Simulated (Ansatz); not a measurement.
PbS

The calculation's input:

```
crystal:
  lattice:
    - [0.1614571789, 3.0292005481, 3.0292005481]
    - [3.0292005481, 0.1614571789, 3.0292005481]
    - [3.0292005481, 3.0292005481, 0.1614571789]
  atoms:
    - { symbol: Pb, position: [0.0, 0.0, 0.0] }
    - { symbol: S, position: [0.5, 0.5, 0.5] }
kpoints:
  mp_grid: { grid: [8, 8, 8] }
  band_path:
    path:
      - [0.0, 0.0, 0.0]
      - [0.5, 0.0, 0.5]
      - [0.625, 0.25, 0.625]
      - [0.375, 0.375, 0.75]
      - [0.5, 0.5, 0.5]
      - [0.5, 0.25, 0.75]
      - [0.0, 0.0, 0.5]
    npoints: 1
hamiltonian:
  xc: r2scan
scf:
  occupations: { method: fermi_dirac, width: 0.02 }
  n_extra_bands: 8
magnetization:
  noncollinear: true
  spin_orbit: true
output:
  forces: true
  stress: true
  eigenvalues: true
  write_density: true
  write_potential: true
  elf: true
  volumetric_format: npy
```

Below, planes, directions and counts refer to the conventional cell (a = 4.06 Å, b = 4.06 Å, c = 10.77 Å, α = 90.00°, β = 90.00°, γ = 120.00°).

Space group R-3m; started from the rocksalt prototype, which need not be the ambient phase; changed on purpose from its base cell (epitaxial 111 strain -4.0%).

Computed with DFT, r2SCAN with spin-orbit coupling, plane waves, PAW (Ansatz 0.2.0).

**What will maps of the valence pseudo-density and electron localisation function show?**

Pb–S (2.95 Å): ρ is about 0.23 e/Å³ halfway; the ELF peaks at about 0.85 in the valence shell of S, 0.8 Å from its nucleus, and drops to about 0.20 between the two atoms.

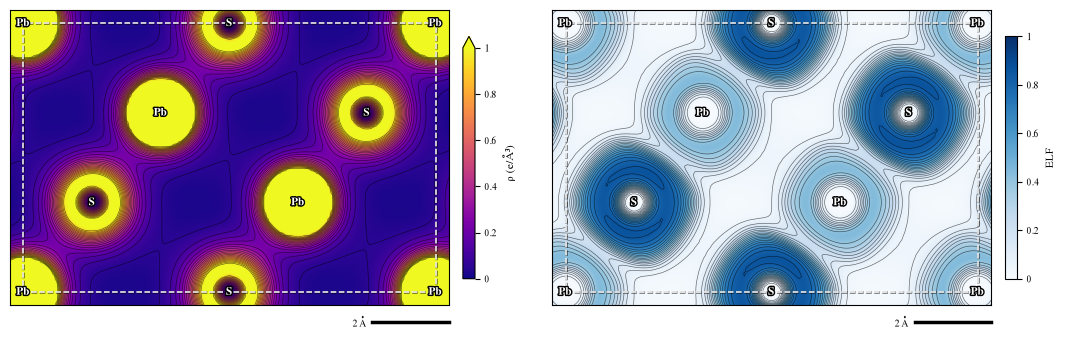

Computed valence pseudo-density and electron localisation function on the (110) plane of the conventional cell, in this order. 
